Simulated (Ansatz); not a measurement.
## Band-structure calculation of Si

Si (6 atoms in the cell), computed with DFT PBE, scalar-relativistic, plane waves, PAW, no spin polarisation (Ansatz 0.2.0).

The structure was made by a generator, so it may or may not be a known phase. Figures and captions count atoms from 1; the log counts them from 0 in places.

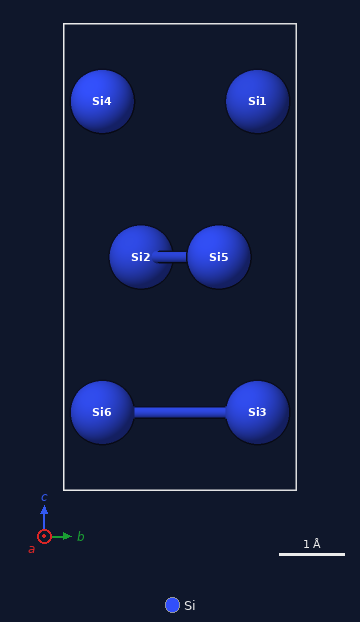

Fig. 1: The structure as given in the input (ball-and-stick view of the cell of the calculation, along the a axis; atoms are numbered from 1 in the order of the input). Near neighbours in the crystal (not all of them lie inside the picture): Si has 3 Si at 2.39 Å.

### Input
```yaml
crystal:
  lattice:
    - [4.1447936891, 0.0, 0.0]
    - [-2.0723968445, 3.5894966282, 0.0]
    - [0.0, 0.0, 7.197333336]
  atoms:
    - { symbol: Si, position: [0.1664087519, 0.8335912481, 0.8333333333] }
    - { symbol: Si, position: [0.1664087519, 0.3328175037, 0.5] }
    - { symbol: Si, position: [0.6671824963, 0.8335912481, 0.1666666667] }
    - { symbol: Si, position: [0.8335912481, 0.1664087519, 0.8333333333] }
    - { symbol: Si, position: [0.8335912481, 0.6671824963, 0.5] }
    - { symbol: Si, position: [0.3328175037, 0.1664087519, 0.1666666667] }
basis:
  ecutwfc: 420
kpoints:
  mp_grid: { grid: [12, 12, 6] }
  band_path:
    path:
      - [[0.0, 0.0, 0.0], [0.5, 0.0, 0.0], [0.33333333, 0.33333333, 0.0], [0.0, 0.0, 0.0], [0.0, 0.0, 0.5], [0.5, 0.0, 0.5], [0.33333333, 0.33333333, 0.5], [0.0, 0.0, 0.5]]
      - [[0.5, 0.0, 0.5], [0.5, 0.0, 0.0]]
      - [[0.33333333, 0.33333333, 0.5], [0.33333333, 0.33333333, 0.0]]
    npoints: 14
hamiltonian:
  xc: pbe
scf:
  occupations: { method: gaussian, width: 0.1 }
  n_extra_bands: 15
output:
  forces: true
  stress: true
  eigenvalues: true
  populations: true
  dos: { projected: true, de: 0.02, nscf_kmesh: { grid: [15, 15, 8] } }
  bader: true
  write_density: true
  write_potential: true
  elf: true
  volumetric_format: npy
```

Run as:
```bash
ansatz run input.yaml --threads 1 --pin off --max-ram 2560MiB --backend cpu --events-out ev --progress --plain --runs-dir out
```

### Output
```
scf.n_extra_bands = 15 over 12 filled bands (N_el = 24.0): the run solves 27 bands
Engine: ansatz 0.2.0, aarch64-unknown-linux-gnu
Pseudopotentials: kind: paw
Pseudopotential: Si, paw, valence charge 4, recommended cutoff 420 eV (normal), Si.paw.azcp
Functional definition: PBE
  parameter kappa = 0.804
  parameter beta = 0.06672455060314922
  exchange = pbe_x(kappa = kappa, mu = beta*pi^2/3)
  correlation = pbe_c(beta = beta)
Crystal: 6 atoms, lattice volume = 107.080 Å³
Basis set: ecut = 420 eV, 2041 PW (Γ), exchange–correlation on 60×60×100 points (8 copies of the dense FFT grid, shifted against one another)
Bands: 27, of which v1, the nominal top of the filled ones, is band 12 counted from 1 (11 counted from 0)
Symmetry: 12 space group operations
Space group: P6222 (ITA 180), of the structure as read, at distance tolerance 4.7e-5 Å
k-points: 76 of 864 (time reversal used)
Non-local potential: Si, projectors of the file, l = 0: 2, l = 1: 2, l = 2: 2
PAW form: soft (Blöchl's): semilocal exchange-correlation on the pseudo side does not see the compensation charge
PAW one-centre angular grid: Si, 110 points (default); XC on 64 Gauss nodes
Initial density: superposition of atomic densities (neutral atoms: chi_scale 0, normalization atom), corrected by the library's trained network
Initial wavefunctions: pseudopotential atomic-orbital guess
Functional: x = pbe(κ = 0.804, μ = 0.2195149727645171), c = pbe(β = 0.06672455060314922)
SCF iter   1: F=—  HF=-3811.881002 eV  |F-HF|=—  |Δ(HF+E_count)|=         —  Δρ=2.75e-3  dr2=9.18e-3  ethr=1.77e-3  ⟨swp⟩=5.9  Hψ=11559  notcnv=0  defer=194
preconditioner: auto → Kerker (q_TF=auto, 2.126 Å⁻¹)  [metal: Δε(μ)=0.062 eV  Ē_g=10.228 eV  σ=0.100 eV  W_gap=0.32  n_scr=22 (ndim 8)  ℏωp=17.6 eV  f_vac=0.000  D(μ)=1.75/eV (n_scr^D=2)]
SCF iter   2: F=—  HF=-3811.881452 eV  |F-HF|=—  |Δ(HF+E_count)|=   4.49e-4  Δρ=1.61e-3  dr2=3.23e-3  ethr=3.83e-5  ⟨swp⟩=1.7  Hψ=3173  notcnv=0  defer=228
SCF iter   3: F=—  HF=-3811.881349 eV  |F-HF|=—  |Δ(HF+E_count)|=   1.03e-4  Δρ=1.74e-4  dr2=2.98e-5  ethr=1.35e-5  ⟨swp⟩=2.6  Hψ=2280  notcnv=0  defer=228
SCF iter   4: F=—  HF=-3811.881313 eV  |F-HF|=—  |Δ(HF+E_count)|=   3.63e-5  Δρ=8.34e-5  dr2=6.81e-6  ethr=1.24e-7  ⟨swp⟩=2.2  Hψ=2161  notcnv=0  defer=228
iter 5 did not close the SCF: its close was put off for the readings that it lacked (scf_convergence_deferred on its scf_iter line)
SCF iter   5: F=-3811.881315 eV  HF=-3811.881315 eV  |F-HF|=1.98e-8  |Δ(HF+E_count)|=   1.93e-6  Δρ=8.56e-6  dr2=8.54e-8  ethr=2.84e-8  ⟨swp⟩=2.7  Hψ=2451  notcnv=0  defer=228
SCF iter   6: F=-3811.881315 eV  HF=-3811.881315 eV  |F-HF|=3.38e-9  |Δ(HF+E_count)|=   3.38e-8  Δρ=1.93e-6  dr2=4.59e-9  ethr=3.56e-10  ⟨swp⟩=11.9  Hψ=15012  notcnv=0
SCF 1 converged in 6 iterations: F = -3811.881315 eV  dr2 = 4.59e-9
  greatest PAW one-centre occupation: 0.661 electrons in one spin orbital (limit 2), on the Si atom at site 5 (counted from 0), in its partial waves of l = 0
```

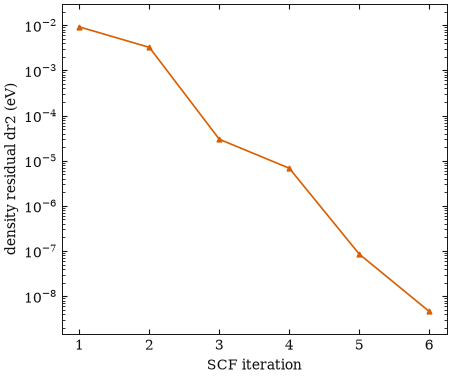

Fig. 2: Convergence of the self-consistent field: density residual dr2 against the SCF iteration. The residual falls at every step.

```
NSCF: frozen V_eff on 129 k-points
NSCF: frozen V_eff on 135 k-points
SCF converged after 6 iterations
Free energy (F): -3811.881315 eV
Harris-Foulkes:  -3811.881315 eV  (|F-HF|=3.38e-9)
Internal energy: -3811.872561 eV  (E = F + TS)
E sigma→0 (E₀):  -3811.876938 eV
Entropy (-TS):   -0.008754 eV (-1.459 meV/atom)
Fermi energy:    7.855510 eV
--- Per-component energies (eV) ---
  E_band       = 58.820259
  E_kinetic    = 240.282313
  E_local      = -95.244153  (includes V_loc(G=0)·N_el)
  E_nonlocal   = 154.275247
  E_hartree    = 26.641064
  E_xc         = -331.638193
  E_vxc        = -281.055268  (∫ρ·V_xc dr)
  E_paw        = -3074.372377  (= ΣΔE_a)
  E_vpaw       = -12.720450  (= ΣTr[D̂ρ^β])
  E_aug_tail   = 0.000041  (compensation charges beyond the density's cutoff)
  E_ewald      = -731.816503
  E_smearing   = -0.008754  (= −TS)
  E_closure    = 0.000000  (closes the sum)
  Σ components = -3811.881315   (vs F -3811.881315, Δ=0.00e0)
--- Forces (eV/Å), atoms counted from 1 ---
  atom   1  Si    -0.00054731     0.00031599    -0.00000000
  atom   2  Si    -0.00000000    -0.00063198    -0.00000000
  atom   3  Si     0.00054731     0.00031599    -0.00000000
  atom   4  Si     0.00054731    -0.00031599     0.00000000
  atom   5  Si     0.00000000     0.00063198     0.00000000
  atom   6  Si    -0.00054731    -0.00031599    -0.00000000
  max |Σ_I F_I| component: 2.20e-17 eV/Å
--- Stress (GPa, compression-positive) ---
        0.004551       0.000000       0.000000
        0.000000       0.004551       0.000000
        0.000000       0.000000       0.042022
  P = ⅓ Tr σ = 0.0170 GPa (0.170 kbar)
--- Band table (eV; the first three rows and the last of 76) ---
  k-point 0: bands = ["-5.1713", "-2.5515", "-2.5515", "4.2380", "4.9112", "4.9112", "5.2794", "5.2794", "5.6231", "5.6231", "6.6486", "6.8797", "6.8797", "7.3708", "8.1881", "9.2730", "9.2730", "9.6087", "10.4350", "10.4350", "12.4645", "12.7845", "12.7845", "14.6442", "14.7779", "15.7436", "15.7436"]
  k-point 1: bands = ["-5.0970", "-3.3375", "-1.6521", "3.6931", "4.2892", "5.0340", "5.1171", "5.5497", "5.7846", "5.9711", "6.5799", "7.1241", "7.2427", "7.3124", "8.0848", "8.7012", "9.4403", "10.0397", "10.3378", "11.2044", "12.4276", "12.4866", "13.5192", "14.0944", "14.3286", "14.5995", "15.2517"]
  k-point 2: bands = ["-4.8745", "-3.9913", "-0.7043", "2.4260", "4.4365", "4.8896", "5.0930", "5.5332", "6.0495", "6.0798", "6.4093", "6.8562", "7.3720", "8.1575", "8.3055", "8.7348", "8.9196", "10.9471", "11.1937", "11.8087", "12.0060", "12.5106", "13.3131", "13.3512", "13.9010", "14.0132", "14.5597"]
  k-point 75: bands = ["-1.8900", "-1.8900", "-1.6966", "-0.3224", "-0.3224", "1.2067", "3.6962", "4.2760", "4.2760", "4.4606", "6.2528", "6.2528", "10.5661", "10.5771", "10.5771", "10.8946", "11.4460", "11.4460", "12.7622", "13.6316", "13.6316", "14.9727", "15.0312", "15.0312", "16.1093", "16.6200", "16.6200"]
--- Löwdin populations: 6 sites ---
  site symbol       q [e]
     0     Si      3.9324
     1     Si      3.9324
     2     Si      3.9324
     3     Si      3.9324
     4     Si      3.9324
     5     Si      3.9324
  spilling = 0.016901 (of n_electrons = 24.000000)
--- Bader charges: 6 sites ---
  site symbol  charge [e]  shift [e]
     0     Si      0.0000     0.0000
     1     Si      0.0000     0.0000
     2     Si      0.0000     0.0000
     3     Si      0.0000     0.0000
     4     Si      0.0000     0.0000
     5     Si      0.0000     0.0000
  estimated error of the sums over rays = 2.2e-4 e
```

### File populations.tsv
```
# site	symbol	l	j	q
# orbitals = lowdin
# n_electrons = 24.000000
# spilling = 0.016901
0	Si	0_3S	-	1.331500
0	Si	1_3P	-	2.600896
1	Si	0_3S	-	1.331500
1	Si	1_3P	-	2.600896
2	Si	0_3S	-	1.331500
2	Si	1_3P	-	2.600896
3	Si	0_3S	-	1.331500
3	Si	1_3P	-	2.600896
4	Si	0_3S	-	1.331500
4	Si	1_3P	-	2.600896
5	Si	0_3S	-	1.331500
5	Si	1_3P	-	2.600896
```

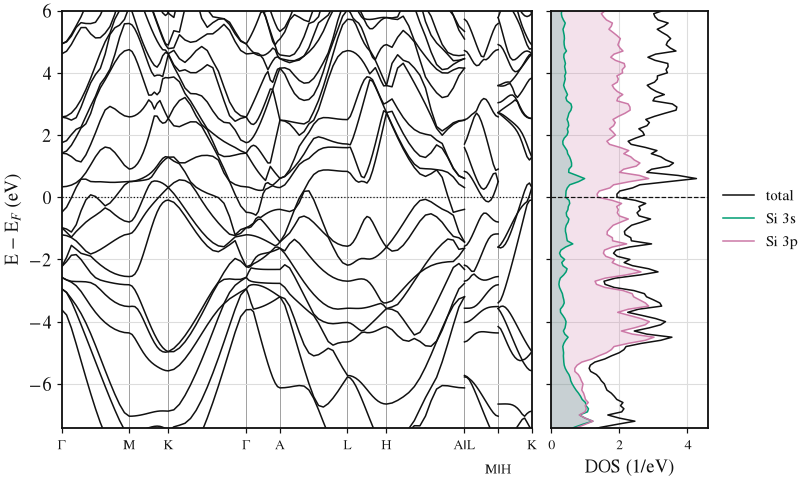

Fig. 3: Band structure along Γ–M–K–Γ–A–L–H–A|L–M|H–K and density of states (projected on Löwdin-orthogonalised atomic shells), with energies from the Fermi level. Bands cross the Fermi level: a metal at this level of theory.

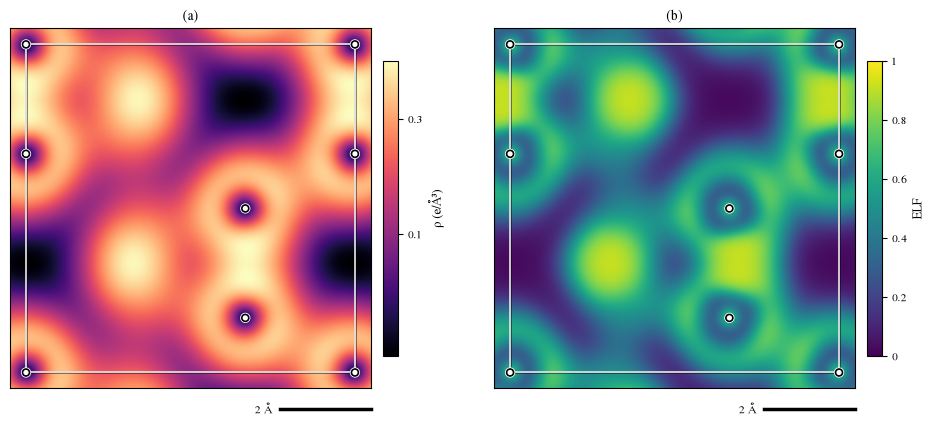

Fig. 4: (a) valence charge density (pseudo); (b) ELF on the (110) plane of the conventional cell. Circles mark the nuclei in the plane (Si). The plane passes through Si nuclei. Si–Si (2.39 Å): ρ at the midpoint is about 0.5 e/Å³, a local maximum along the line; the ELF peaks at about 0.90 between the atoms, as expected for localised, shared-pair bonding. Away from the nuclei the density in this plane falls to 0.03 e/Å³ at its lowest. In a PAW calculation such maps are meaningful between the atoms, not at the nuclei.

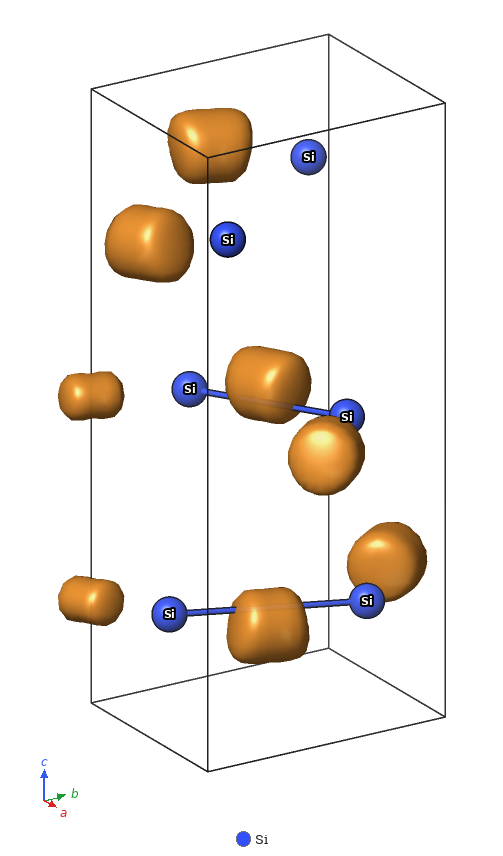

Fig. 5: Isosurface of the electron localisation function at 0.85 (orange), seen slightly off an axis. Core shells and regions of very low density are left out. Sticks mark near contacts. The outline is the cell set on symmetry axes. Profiles from the grid: Si–Si (2.39 Å): the ELF peaks at about 0.90 between the atoms, as expected for localised, shared-pair bonding.

### Key numbers

| quantity | value |
| --- | --- |
| outcome | converged |
| space group (tolerance 0.01 Å) | P6₂22 (180) |
| electrons treated | 24 |
| free energy | −3811.8813 eV |
| Fermi energy | 7.856 eV |
| gap on the k-point mesh | none (metallic) |
| pressure | 0.02 GPa |
| largest force (length of the vector) | 0.001 eV/Å |
| hardware | 1 thread of Arm Neoverse V1, 24 GiB of memory available, shared host |
| wall time | 2.4 min |
| peak memory | 0.49 GiB |
